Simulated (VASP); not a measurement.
# Zone-centre spectra of SiC (Moissanite), part 3 of 7

Aim: the Raman spectrum of SiC (Moissanite) from finite differences. The cell is of the wurtzite type, one of the forms listed for this formula. The start is a cell from a database of measured crystal structures.

VASP 6.6.1, plane waves and PAW; the level of theory is named at each step.

So far. Step 3 (Relaxation): At LDA, with these data sets, the largest force is down to 3.3e-4 eV/Å, and the volume now lies -1.2 % from that of the session's start. The relaxed cell has a = 3.064, c = 5.029 Å (conventional setting).

### Step 4. Modes at the zone centre (continued)

Level of this step: LDA; plane waves and PAW (Si, C) (VASP).

Parts of OUTCAR (step 4):

```text
  LATTYP: Found a hexagonal cell.
 ALAT       =     3.0639158633
 C/A-ratio  =     1.6413645583

 Found     30 irreducible k-points:

   k-points           NKPTS =     30   k-points in BZ     NKDIM =     30   number of bands    NBANDS=     14

   ENCUT  =  520.0 eV  38.22 Ry    6.18 a.u.   5.70  5.70  9.35*2*pi/ulx,y,z

   NELECT =      16.0000    total number of electrons

  Total        0.0023485      0.0023485     -0.0036356     -0.0000000      0.0000000      0.0000000
  in kB        0.0920318      0.0920318     -0.1424695     -0.0000000      0.0000000      0.0000000
  external PRESSURE =       0.0138647 kB  Pullay stress =       0.0000000 kB

 POSITION                                       TOTAL-FORCE (eV/Angst)
 -----------------------------------------------------------------------------------
      1.53196      0.88448      2.53771         0.000000      0.000000     -0.000481
     -0.00000      1.76895      0.02321        -0.000000      0.000000     -0.000481
      1.53196      0.88448      4.42746         0.000000      0.000000      0.000481
     -0.00000      1.76895      1.91296        -0.000000      0.000000      0.000481
 -----------------------------------------------------------------------------------
    total drift:                               -0.000000      0.000000     -0.000050

 MACROSCOPIC STATIC DIELECTRIC TENSOR (including local field effects in DFT)
 ------------------------------------------------------
           7.013704    -0.000000     0.000000
          -0.000000     7.013704     0.000000
           0.000000     0.000000     7.279052
 ------------------------------------------------------

 PIEZOELECTRIC TENSOR (including local field effects)  for field in x, y, z        (C/m^2)
          XX          YY          ZZ          XY          YZ          ZX
  --------------------------------------------------------------------------------
  x     0.00000     0.00000     0.00000     0.00000    -0.00000     0.59002
  y     0.00000    -0.00000     0.00000     0.00000     0.59002    -0.00000
  z     0.46594     0.46594    -0.80361    -0.00000     0.00000     0.00000

 BORN EFFECTIVE CHARGES (including local field effects) (in |e|, cummulative output)
 ---------------------------------------------------------------------------------
 ion    1
    1     2.67600    -0.00000     0.00000
    2    -0.00000     2.67600    -0.00000
    3     0.00000     0.00000     2.86864
 ion    2
    1     2.67600    -0.00000     0.00000
    2    -0.00000     2.67600    -0.00000
    3    -0.00000    -0.00000     2.86864
 ion    3
    1    -2.67600     0.00000    -0.00000
    2     0.00000    -2.67600    -0.00000
    3     0.00000     0.00000    -2.86864
 ion    4
    1    -2.67600     0.00000    -0.00000
    2     0.00000    -2.67600     0.00000
    3    -0.00000    -0.00000    -2.86864

 Eigenvectors and eigenvalues of the dynamical matrix
 ----------------------------------------------------

   1 f  =   25.107303 THz   157.753835 2PiTHz  837.489469 cm-1   103.835414 meV
             X         Y         Z           dx          dy          dz
      1.531958  0.884476  2.537709    -0.000000    0.000000   -0.010865
     -0.000000  1.768953  0.023207    -0.000000    0.000000    0.010865
      1.531958  0.884476  4.427460     0.000000   -0.000000   -0.707023
     -0.000000  1.768953  1.912959     0.000000   -0.000000    0.707023

   2 f  =   23.928465 THz   150.346978 2PiTHz  798.167671 cm-1    98.960134 meV
             X         Y         Z           dx          dy          dz
      1.531958  0.884476  2.537709    -0.370733    0.111104    0.000000
     -0.000000  1.768953  0.023207    -0.370733    0.111104   -0.000000
      1.531958  0.884476  4.427460     0.566879   -0.169885   -0.000000
     -0.000000  1.768953  1.912959     0.566879   -0.169885   -0.000000

   3 f  =   23.928465 THz   150.346978 2PiTHz  798.167671 cm-1    98.960134 meV
             X         Y         Z           dx          dy          dz
      1.531958  0.884476  2.537709    -0.111104   -0.370733   -0.000000
     -0.000000  1.768953  0.023207    -0.111104   -0.370733   -0.000000
      1.531958  0.884476  4.427460     0.169885    0.566879    0.000000
     -0.000000  1.768953  1.912959     0.169885    0.566879    0.000000

   4 f  =   23.045173 THz   144.797095 2PiTHz  768.704243 cm-1    95.307136 meV
             X         Y         Z           dx          dy          dz
      1.531958  0.884476  2.537709     0.000000   -0.000000   -0.387031
     -0.000000  1.768953  0.023207    -0.000000    0.000000   -0.387031
      1.531958  0.884476  4.427460     0.000000   -0.000000    0.591783
     -0.000000  1.768953  1.912959    -0.000000    0.000000    0.591783

   5 f  =   22.927076 THz   144.055070 2PiTHz  764.764953 cm-1    94.818727 meV
             X         Y         Z           dx          dy          dz
      1.531958  0.884476  2.537709    -0.348259    0.104368   -0.000000
     -0.000000  1.768953  0.023207     0.348259   -0.104368   -0.000000
      1.531958  0.884476  4.427460    -0.580957    0.174104    0.000000
     -0.000000  1.768953  1.912959     0.580957   -0.174104    0.000000

   6 f  =   22.927076 THz   144.055070 2PiTHz  764.764953 cm-1    94.818727 meV
             X         Y         Z           dx          dy          dz
      1.531958  0.884476  2.537709    -0.104368   -0.348259    0.000000
     -0.000000  1.768953  0.023207     0.104368    0.348259    0.000000
      1.531958  0.884476  4.427460    -0.174104   -0.580957   -0.000000
     -0.000000  1.768953  1.912959     0.174104    0.580957   -0.000000

   7 f  =   17.888466 THz   112.396547 2PiTHz  596.694997 cm-1    73.980718 meV
             X         Y         Z           dx          dy          dz
      1.531958  0.884476  2.537709     0.000000   -0.000000    0.707023
     -0.000000  1.768953  0.023207    -0.000000    0.000000   -0.707023
      1.531958  0.884476  4.427460     0.000000   -0.000000   -0.010865
     -0.000000  1.768953  1.912959    -0.000000    0.000000    0.010865

   8 f  =    7.700455 THz    48.383383 2PiTHz  256.859519 cm-1    31.846507 meV
             X         Y         Z           dx          dy          dz
      1.531958  0.884476  2.537709     0.580959   -0.174096   -0.000000
     -0.000000  1.768953  0.023207    -0.580959    0.174096   -0.000000
      1.531958  0.884476  4.427460    -0.348260    0.104363    0.000000
     -0.000000  1.768953  1.912959     0.348260   -0.104363    0.000000

   9 f  =    7.700455 THz    48.383383 2PiTHz  256.859519 cm-1    31.846507 meV
             X         Y         Z           dx          dy          dz
      1.531958  0.884476  2.537709    -0.174096   -0.580959   -0.000000
     -0.000000  1.768953  0.023207     0.174096    0.580959    0.000000
      1.531958  0.884476  4.427460     0.104363    0.348260   -0.000000
     -0.000000  1.768953  1.912959    -0.104363   -0.348260   -0.000000

  10 f/i=    0.000484 THz     0.003041 2PiTHz    0.016146 cm-1     0.002002 meV
             X         Y         Z           dx          dy          dz
      1.531958  0.884476  2.537709    -0.589168    0.055617   -0.000000
     -0.000000  1.768953  0.023207    -0.589168    0.055617   -0.000000
      1.531958  0.884476  4.427460    -0.385311    0.036373   -0.000000
     -0.000000  1.768953  1.912959    -0.385311    0.036373   -0.000000

  11 f/i=    0.000484 THz     0.003041 2PiTHz    0.016146 cm-1     0.002002 meV
             X         Y         Z           dx          dy          dz
      1.531958  0.884476  2.537709    -0.055617   -0.589168    0.000000
     -0.000000  1.768953  0.023207    -0.055617   -0.589168    0.000000
      1.531958  0.884476  4.427460    -0.036373   -0.385311    0.000000
     -0.000000  1.768953  1.912959    -0.036373   -0.385311    0.000000

  12 f/i=    0.000760 THz     0.004772 2PiTHz    0.025335 cm-1     0.003141 meV
             X         Y         Z           dx          dy          dz
      1.531958  0.884476  2.537709     0.000000   -0.000000   -0.591783
     -0.000000  1.768953  0.023207     0.000000   -0.000000   -0.591783
      1.531958  0.884476  4.427460     0.000000   -0.000000   -0.387031
     -0.000000  1.768953  1.912959     0.000000   -0.000000   -0.387031

 MACROSCOPIC STATIC DIELECTRIC TENSOR IONIC CONTRIBUTION
 ------------------------------------------------------
           3.215972    -0.000000     0.000000
          -0.000000     3.215972     0.000000
           0.000000     0.000000     3.984346
 ------------------------------------------------------

 ELASTIC MODULI CONTR FROM IONIC RELAXATION (kBar)
 Direction    XX          YY          ZZ          XY          YZ          ZX
 --------------------------------------------------------------------------------
 XX        -497.7095    257.6346    227.1575      0.0000      0.0000     -0.0000
 YY         257.6346   -497.7095    227.1575      0.0000     -0.0000      0.0000
 ZZ         227.1575    227.1575   -429.8705     -0.0000      0.0000      0.0000
 XY           0.0000      0.0000     -0.0000   -377.6720     -0.0000     -0.0000
 YZ           0.0000     -0.0000      0.0000     -0.0000   -133.7272      0.0000
 ZX          -0.0000      0.0000      0.0000     -0.0000      0.0000   -138.8294
 --------------------------------------------------------------------------------

 PIEZOELECTRIC TENSOR IONIC CONTR  for field in x, y, z        (C/m^2)
          XX          YY          ZZ          XY          YZ          ZX
  --------------------------------------------------------------------------------
  x    -0.00000     0.00000     0.00000    -0.00000     0.00000    -0.62874
  y     0.00000    -0.00000     0.00000    -0.00000    -0.61708     0.00000
  z    -0.65074    -0.65074     1.23146     0.00000    -0.00000    -0.00000

[... 4 parts as in an earlier step ...]

[... 3 further parts left out ...]
```

The gap is read on the k-mesh alone, so it is an upper bound where the band edges lie off the mesh. Energies printed during the response cycles are not total energies of the cell.

Numbers from this step:

```
pressure of the cell           : 0.001386 GPa
largest force of the cell      : 4.81e-4 eV/Å
Fermi energy                   : 8.255 eV
gap on the k-mesh              : 2.385 eV
least direct gap on the k-mesh : 3.910 eV
```

Electronic dielectric tensor with local fields:

```
7.01 0.00 0.00
0.00 7.01 0.00
0.00 0.00 7.28
```

Ionic part of the static dielectric tensor:

```
3.22 0.00 0.00
0.00 3.22 0.00
0.00 0.00 3.98
```

Born effective charge (e), principal values of the symmetric part by kind of site:

```
atom  atoms with these values    low  middle   high   mean
 Si1                        2   2.68    2.68   2.87   2.74
  C3                        2  -2.87   -2.68  -2.68  -2.74
```

In full for Si1:

```
2.68 0.00 0.00
0.00 2.68 0.00
0.00 0.00 2.87
```

Lines of the infrared spectrum (strongest = 100):

```
position (cm⁻¹)  lines merged  squared mode dipole, relative
            257             2                            0.0
            597             1                            0.0
            765             2                            0.0
            769             1                             57
            798             2                            100
            837             1                            0.0
```

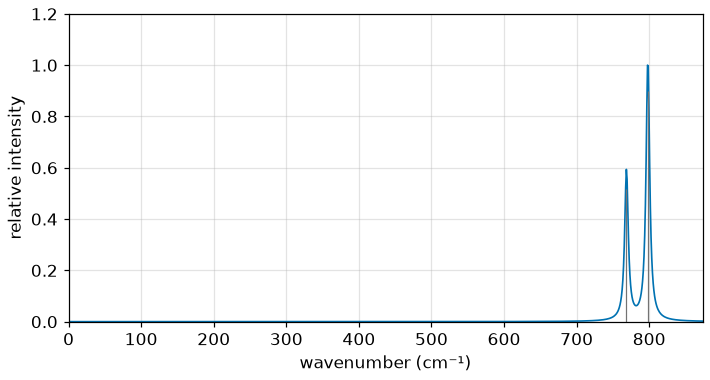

The infrared spectrum, broadened with Lorentzians of width 6 cm⁻¹; bars mark the lines.

Transverse limit, no LO-TO splitting. Modes at Γ, with each element's share of the kinetic energy:

```csv
mode,frequency (cm⁻¹),symmetry,IR,Si %,C %
1,0.0,acoustic,2.1e-9,70,30
2,0.0,acoustic,7.5e-10,70,30
3,0.0,acoustic,7.5e-10,70,30
4,256.9,E2,0,74,26
5,256.9,E2,0,74,26
6,596.7,B,0,100,0
7,764.8,E2,0,26,74
8,764.8,E2,0,26,74
9,768.7,A1,2.0,30,70
10,798.2,E1,1.7,30,70
11,798.2,E1,1.7,30,70
12,837.5,B,0,0,100
```

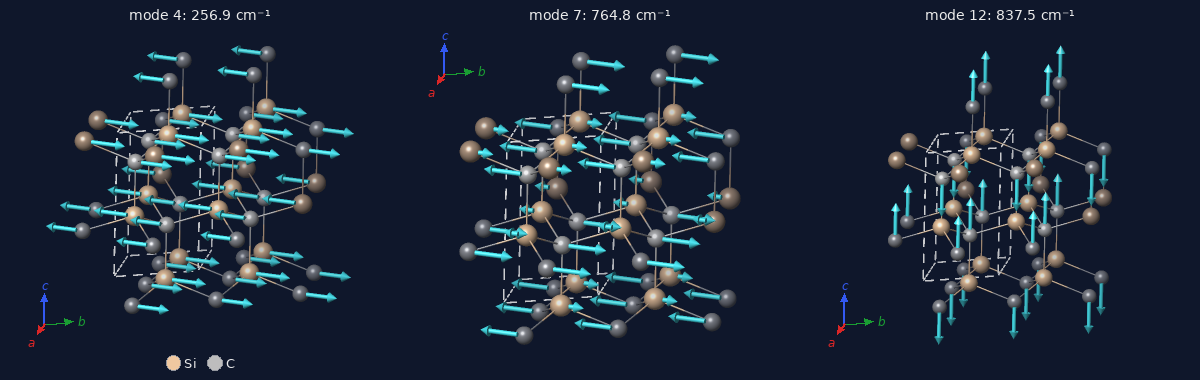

Displacement patterns of modes 4, 7 and 12 at Γ; arrows are exaggerated. 2×2×1 cells are drawn. Some periodic images of atoms are drawn too.

Piezoelectric tensor, ionic part (C/m²), by row:

```csv
field,xx,yy,zz,xy,yz,zx
x,0,0,0,0,0,-0.6287
y,0,0,0,0,-0.6171,0
z,-0.6507,-0.6507,1.231,0,0,0
```

Piezoelectric tensor with clamped ions (C/m²), by row:

```
field      xx      yy       zz  xy    yz    zx
    x       0       0        0   0     0  0.59
    y       0       0        0   0  0.59     0
    z  0.4659  0.4659  -0.8036   0     0     0
```

The mean electronic (clamped-ion) dielectric constant is 7.10. The three acoustic modes come out within 0.025 cm⁻¹ of zero.

(Continued in part 4 of 7.)

[Lines on the potential files, build, host, timing and source positions are cut from VASP's logs without a mark.]

[Logs are printed without paths, hosts, clocks, repeated set-up lines and the standing remarks that a program may print on its own settings, such as how far it seeks lower states.]

[Hosts, paths, dates, database ids (printed as entryN), source tags and the programs' standing remarks are cut or masked in the printed files.]
